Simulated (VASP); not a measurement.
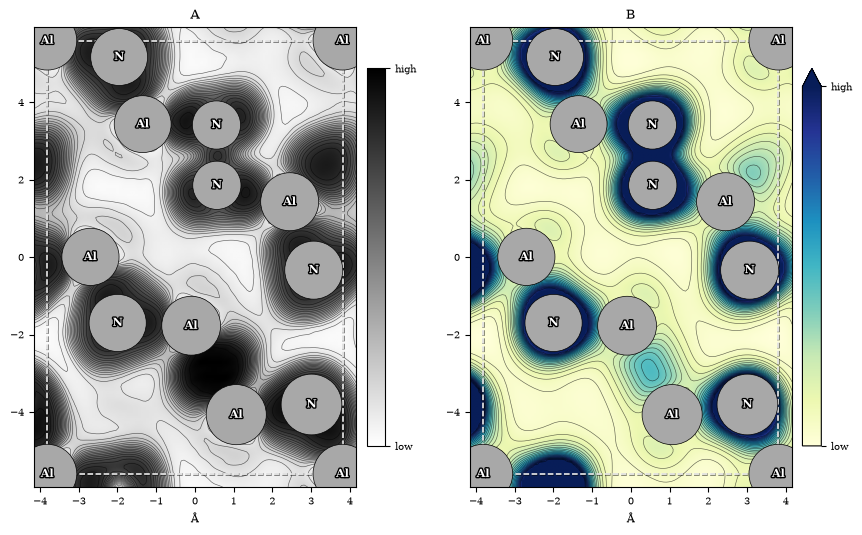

AlN (interface cell): 2 fields on the (100) plane of the calculation cell, with unlabelled colour scales. Grey discs cover the atomic cores.

Computed pressure about 2 GPa in this cell.

All numbers below come from Kohn-Sham DFT of a periodic cell, PBE, VASP PAW PBE potentials, recommended (VASP).

> The panels show electron localisation function and valence pseudo-density in some order. Assign them.

Panel A: electron localisation function. Panel B: valence pseudo-density. From the grid: N–N (1.56 Å): ρ is about 1.5 e/Å³ halfway; the ELF peaks at about 0.80 between the atoms, as expected for a covalent bond. Al–N (1.84 Å): the density is about 0.74 e/Å³ at the midpoint; the ELF peaks at about 0.90 in the valence shell of N, 0.8 Å from its nucleus, and is about 0.85 at the midpoint.
